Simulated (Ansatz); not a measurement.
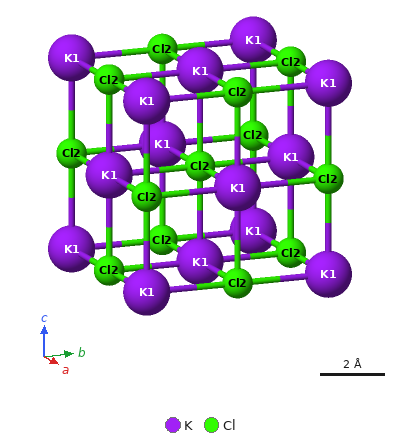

Figure 1. The input geometry (ball-and-stick view of the cell 4 times as large as that of the calculation, set on its symmetry axes, seen slightly off an axis; atoms are numbered from 1 in the order of the input). Near neighbours in the crystal (not all of them lie inside the picture): K has 6 Cl at 3.12 Å; Cl has 6 K at 3.12 Å.

KCl: band-structure calculation

KCl (Fm-3m, 2 atoms in the cell), computed with DFT, r2SCAN+rVV10, plane waves, PAW, no spin polarisation (Ansatz 0.2.0).

The structure was built on a prototype by a generator. The geometry comes from this level: r2scan-rvv10. Figures and captions count atoms from 1; the log counts them from 0 in places.

**The input**
```yaml
crystal:
  lattice:
    - [0.0, 3.1191736568, 3.1191736568]
    - [3.1191736568, 0.0, 3.1191736568]
    - [3.1191736568, 3.1191736568, 0.0]
  atoms:
    - { symbol: K, position: [0.0, 0.0, 0.0] }
    - { symbol: Cl, position: [0.5, 0.5, 0.5] }
kpoints:
  mp_grid: { grid: [8, 8, 8] }
  band_path:
    path:
      - [0.0, 0.0, 0.0]
      - [0.5, 0.0, 0.5]
      - [0.625, 0.25, 0.625]
      - [0.375, 0.375, 0.75]
      - [0.5, 0.5, 0.5]
      - [0.5, 0.25, 0.75]
    npoints: 1
hamiltonian:
  xc: r2scan
  dispersion: rvv10
scf:
  occupations: { method: fermi_dirac, width: 0.03 }
  n_extra_bands: 4
output:
  forces: true
  stress: true
  eigenvalues: true
  write_density: true
  write_potential: true
  elf: true
  volumetric_format: npy
```

Launch command:
```bash
ansatz run input.yaml --threads 2 --pin off --max-ram 2211MiB --backend cpu --events-out ev --progress --plain --runs-dir out
```

**The program's output**
```
scf.n_extra_bands = 4 over 8 filled bands (N_el = 16.0): the run solves 12 bands
Engine: ansatz 0.2.0, aarch64-unknown-linux-gnu
Pseudopotentials: kind: paw
Pseudopotential: K, paw, valence charge 9, recommended cutoff 500 eV (meta_gga), K.paw.azcp
Pseudopotential: Cl, paw, valence charge 7, recommended cutoff 500 eV (meta_gga), Cl.paw.azcp
Functional definition: r2SCAN+rVV10
  parameter k0 = 0.174
  parameter k1 = 0.065
  parameter a1 = 4.9479
  exchange = r2scan_x(k0 = k0, k1 = k1, a1 = a1)
  correlation = r2scan_c + rvv10(11.95, 0.0093)
Crystal: 2 atoms, lattice volume = 60.694 Å³
Basis set: ecut = 500 eV, 1471 PW (Γ), exchange–correlation on 144×144×144 points (64 copies of the dense FFT grid, shifted against one another)
Bands: 12, of which v1, the nominal top of the filled ones, is band 8 counted from 1 (7 counted from 0)
Symmetry: 48 space group operations
Space group: Fm-3m (ITA 225), of the structure as read, at distance tolerance 3.9e-5 Å
k-points: 29 of 512
Non-local potential: K, projectors of the file, l = 0: 3, l = 1: 2, l = 2: 2
Non-local potential: Cl, projectors of the file, l = 0: 2, l = 1: 2, l = 2: 2
PAW form: soft (Blöchl's): semilocal exchange-correlation on the pseudo side does not see the compensation charge
rVV10 density: all electrons in the spheres
PAW frozen core: K, regenerated for the run's functional (the file was generated under x = pbe(κ = 0.804, μ = 0.2195149727645171), c = pbe(β = 0.06672455060314922))
PAW frozen core: Cl, regenerated for the run's functional (the file was generated under x = pbe(κ = 0.804, μ = 0.2195149727645171), c = pbe(β = 0.06672455060314922))
PAW one-centre angular grid: K, 302 points (default); XC on 160 Gauss nodes
PAW one-centre angular grid: Cl, 302 points (default); XC on 160 Gauss nodes
Initial density: superposition of atomic densities (neutral atoms: chi_scale 0, normalization atom), corrected by the library's trained network
Initial wavefunctions: pseudopotential atomic-orbital guess
Functional: x = r2scan, c = r2scan + rvv10(b = 11.95, C = 0.0093); τ floored in thin density (d = 2e-4 eV/Å³)
SCF iter   1: F=—  HF=-2629.068755 eV  |F-HF|=—  |Δ(HF+E_count)|=         —  Δρ=4.29e-3  dr2=7.79e-3  dr2_τ=1.25e-3  ethr=1.77e-3  ⟨swp⟩=6.3  Hψ=2354  notcnv=0
preconditioner: auto → none  [insulator: Δε(μ)=5.839 eV  Ē_g=16.171 eV  σ=0.030 eV  W_gap=1.00  n_scr=14 (ndim 8)  ℏωp=17.8 eV  f_vac=0.089  D(μ)=0.00/eV (n_scr^D=0)  ε∞_Penn≈2.2]
SCF iter   2: F=—  HF=-2629.085694 eV  |F-HF|=—  |Δ(HF+E_count)|=   1.69e-2  Δρ=1.54e-3  dr2=5.51e-4  dr2_τ=1.21e-4  ethr=4.87e-5  ⟨swp⟩=3.0  Hψ=962  notcnv=0
SCF iter   3: F=—  HF=-2629.085754 eV  |F-HF|=—  |Δ(HF+E_count)|=   6.05e-5  Δρ=5.13e-4  dr2=4.63e-5  dr2_τ=7.02e-6  ethr=3.44e-6  ⟨swp⟩=2.0  Hψ=629  notcnv=0
SCF iter   4: F=—  HF=-2629.085774 eV  |F-HF|=—  |Δ(HF+E_count)|=   1.99e-5  Δρ=7.76e-5  dr2=1.20e-6  dr2_τ=7.52e-7  ethr=2.89e-7  ⟨swp⟩=2.0  Hψ=580  notcnv=0
iter 5 did not close the SCF: its close was put off for the readings that it lacked (scf_convergence_deferred on its scf_iter line)
SCF iter   5: F=-2629.085775 eV  HF=-2629.085775 eV  |F-HF|=1.80e-8  |Δ(HF+E_count)|=   7.69e-7  Δρ=6.73e-6  dr2=1.22e-8  dr2_τ=3.33e-9  ethr=7.47e-9  ⟨swp⟩=2.3  Hψ=547  notcnv=0
SCF iter   6: F=-2629.085775 eV  HF=-2629.085775 eV  |F-HF|=3.08e-10  |Δ(HF+E_count)|=   2.14e-8  Δρ=1.64e-6  dr2=1.56e-9  dr2_τ=1.31e-10  ethr=7.65e-11  ⟨swp⟩=5.0  Hψ=1943  notcnv=0
SCF 1 converged in 6 iterations: F = -2629.085775 eV  dr2 = 1.56e-9
  greatest PAW one-centre occupation: 0.989 electrons in one spin orbital (limit 2), on the K atom at site 0 (counted from 0), in its partial waves of l = 0
```

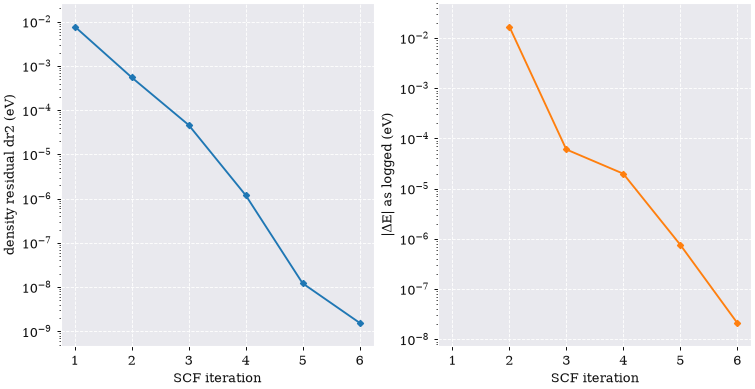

Figure 2. Convergence of the self-consistent field: density residual dr2 and size of the energy change against the SCF iteration. The residual falls at every step.

```
NSCF: frozen V_eff on 6 k-points
SCF converged after 6 iterations
Free energy (F): -2629.085775 eV
Harris-Foulkes:  -2629.085775 eV  (|F-HF|=3.08e-10)
Internal energy: -2629.085775 eV  (E = F + TS)
E sigma→0 (E₀):  -2629.085775 eV
Fermi energy:    3.538878 eV
--- Per-component energies (eV) ---
  E_band       = -139.566791
  E_kinetic    = 415.656442
  E_local      = -821.754610  (includes V_loc(G=0)·N_el)
  E_nonlocal   = 40.807353
  E_hartree    = 274.847213
  E_xc         = -237.505316
  E_vxc        = -321.861905  (∫ρ·V_xc dr)
  E_paw        = -1454.441252  (= ΣΔE_a)
  E_vpaw       = -20.489194  (= ΣTr[D̂ρ^β])
  E_aug_tail   = 0.000025  (compensation charges beyond the density's cutoff)
  E_vtau       = 18.381253  (kinetic-family band-sum trace: ∫τ·v_τ [+ j·A + Jᵃ·Aᵃ] dr)
  E_ewald      = -846.363038
  E_core_change = -0.332592  (= ΣΔE_core)
  E_smearing   = -0.000000  (= −TS)
  E_closure    = 0.000000  (closes the sum)
  Σ components = -2629.085775   (vs F -2629.085775, Δ=0.00e0)
--- Forces (eV/Å), atoms counted from 1 ---
  atom   1  K     -0.00000000     0.00000000     0.00000000
  atom   2  Cl     0.00000000    -0.00000000     0.00000000
  max |Σ_I F_I| component: 1.24e-29 eV/Å
--- Stress (GPa, compression-positive) ---
       -0.030225       0.000000      -0.000000
       -0.000000      -0.030225       0.000000
        0.000000      -0.000000      -0.030225
  P = ⅓ Tr σ = -0.0302 GPa (-0.302 kbar)
--- Band table (eV; the first three rows and the last of 29) ---
  k-point 0: bands = ["-27.4979", "-12.0977", "-10.1931", "-10.1931", "-10.1931", "0.5987", "0.5987", "0.5987", "6.4107", "9.5751", "9.5751", "9.5751"]
  k-point 1: bands = ["-27.4961", "-12.1240", "-10.1944", "-10.1944", "-10.1577", "0.4013", "0.5447", "0.5447", "6.7966", "9.4169", "9.7843", "9.7843"]
  k-point 2: bands = ["-27.4918", "-12.1839", "-10.1975", "-10.1975", "-10.0754", "-0.0154", "0.4190", "0.4190", "7.6893", "9.2921", "10.3799", "10.3799"]
  k-point 28: bands = ["-27.4821", "-12.0771", "-10.3043", "-10.3043", "-10.1099", "0.0861", "0.0997", "0.0997", "9.1268", "9.1268", "11.0069", "11.4160"]
```

**File rho_z.tsv**
```
# z_ang	rho[e/angstrom^3]
# format = ansatz-planar-average/11
# lattice	0.000000000	3.119173657	3.119173657
# lattice	3.119173657	0.000000000	3.119173657
# lattice	3.119173657	3.119173657	0.000000000
# sites	2
# site	19	0.000000000	0.000000000	0.000000000
# site	17	3.119173657	3.119173657	3.119173657
0.000000	4.251834e-1
0.122533	4.182559e-1
0.245065	3.970713e-1
0.367598	3.616859e-1
0.490131	3.149632e-1
0.612664	2.633895e-1
0.735196	2.153246e-1
0.857729	1.780843e-1
0.980262	1.560181e-1
1.102794	1.503236e-1
1.225327	1.599323e-1
1.347860	1.821968e-1
1.470393	2.124749e-1
1.592925	2.438975e-1
1.715458	2.693221e-1
1.837991	2.845531e-1
1.960523	2.900979e-1
2.083056	2.901549e-1
2.205589	2.894910e-1
2.328122	2.901549e-1
2.450654	2.900979e-1
2.573187	2.845531e-1
2.695720	2.693221e-1
2.818252	2.438975e-1
2.940785	2.124749e-1
3.063318	1.821968e-1
3.185851	1.599323e-1
3.308383	1.503236e-1
3.430916	1.560181e-1
3.553449	1.780843e-1
3.675981	2.153246e-1
3.798514	2.633895e-1
3.921047	3.149632e-1
4.043580	3.616859e-1
4.166112	3.970713e-1
4.288645	4.182559e-1
```

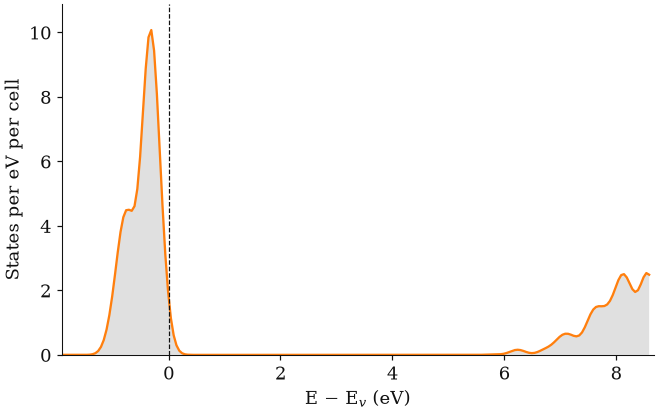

Figure 3. Density of states (the curve is built from the levels of the k mesh with Gaussians 0.3 eV wide, which also blur the band edges), with energies from the valence-band top. There is a gap of 5.81 eV on the k-point mesh. Small ripples come from the finite k-point mesh.

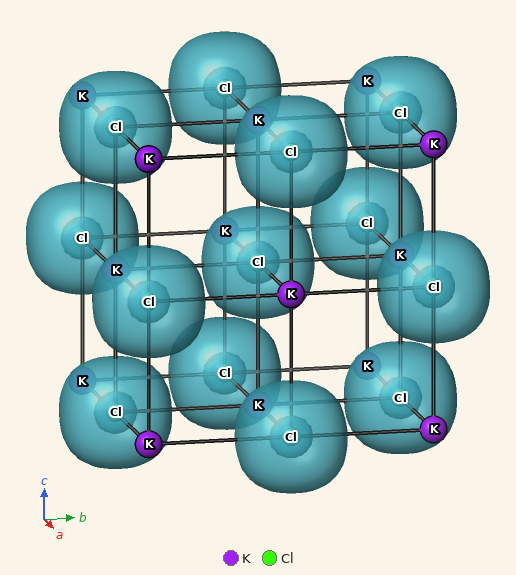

Figure 4. Isosurface of the ELF at 0.75 (cyan), seen slightly off an axis. Core shells and regions of very low density are left out. Sticks mark near contacts. The outline is the cell set on symmetry axes. Profiles from the grid: K–Cl (3.12 Å): the ELF is about 0.05 at the midpoint, which marks a largely ionic contact. In a PAW calculation such maps are meaningful between the atoms, not at the nuclei.

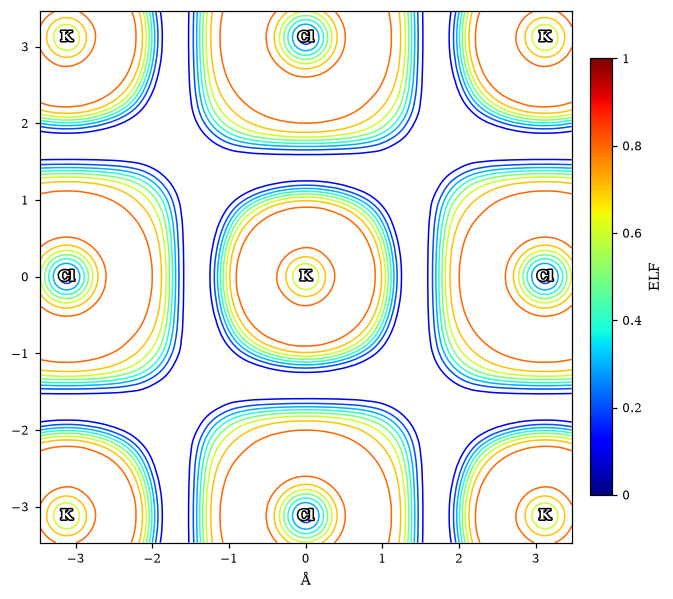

Figure 5. ELF on the (100) plane of the conventional cell. The section cuts through K and Cl sites. K–Cl (3.12 Å): the ELF is about 0.05 at the midpoint, as expected for ionic bonding with no shared pair. The strong features right at K lie inside the PAW spheres (semicore, d or f shells) and say nothing about bonding.

**Key numbers**

```json
{"quantity": "outcome", "value": "converged"}
{"quantity": "space group (tolerance 0.01 Å)", "value": "Fm-3m (225)"}
{"quantity": "electrons treated", "value": "16"}
{"quantity": "free energy", "value": "−2629.0858 eV"}
{"quantity": "Fermi energy", "value": "3.539 eV"}
{"quantity": "gap on the k-point mesh", "value": "5.81 eV"}
{"quantity": "pressure", "value": "−0.03 GPa"}
{"quantity": "largest force (length of the vector)", "value": "under 0.001 eV/Å"}
{"quantity": "hardware", "value": "2 threads of Arm Neoverse V2, 24 GiB of memory available, shared host"}
{"quantity": "wall time", "value": "3.8 s (CPU time 7.3 s)"}
{"quantity": "peak memory", "value": "0.51 GiB"}
```
